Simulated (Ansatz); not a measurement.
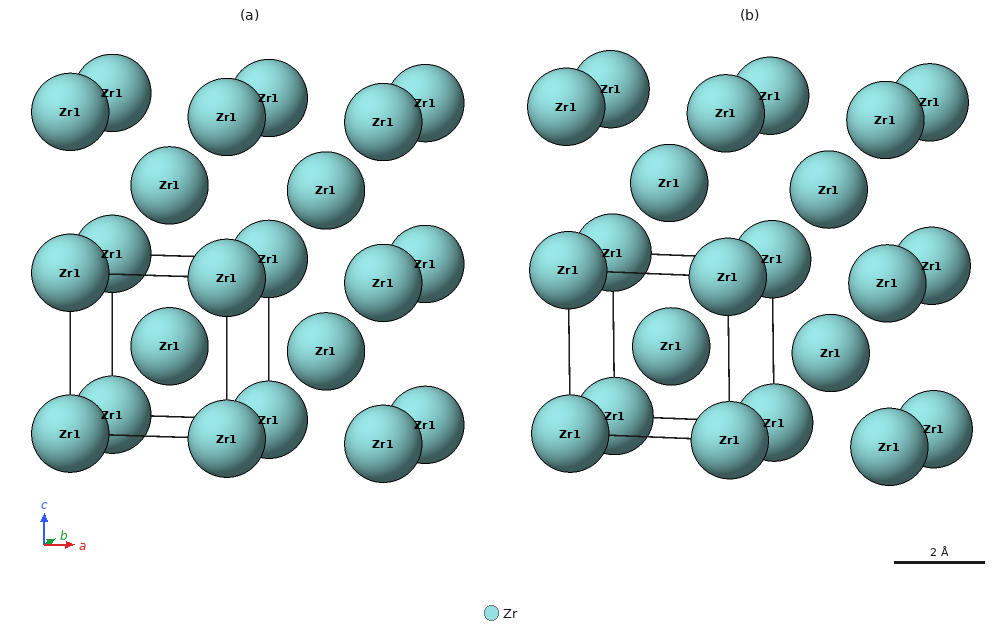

Left: a symmetric starting cell of Zr. Right: the same structure after one change, at the same scale. A spheres-only model of the conventional cell (2 times the calculation's cell), repeated 2 × 1 × 2 with one cell outlined, seen slightly off an axis. Lengths and directions refer to the drawn axes.

All numbers below come from Ansatz 0.2.0, DFT PBEsol, scalar-relativistic, plane waves, PAW. Settings: plane-wave cutoff 420 eV; k-point mesh 15 × 15 × 15; occupations gaussian; smearing width 0.1 eV; no spin polarisation.

Which change leads from the left to the right?

The cell is strained by +3.7 % along [1 1 −1] and +0.7 % across it (volume +5.1 %), the atoms keeping their fractional coordinates. No relaxation follows. The starting cell wasn't computed here and needn't be at equilibrium, so pressure and forces aren't due to the change alone.

And its effect?

Some distances before and after: Zr–Zr 3.135 → 3.167 to 3.250 Å. The space group (tolerance 0.01 Å) goes from Im-3m (No. 229) to R-3m (No. 166). The pressure is −10.0 GPa (not all of it need come from the change, since the unchanged cell can be under pressure at this level too). The principal stresses (compression positive) are −11.1 GPa along [1 1 −1] and −9.4 GPa across it. All forces vanish by symmetry.
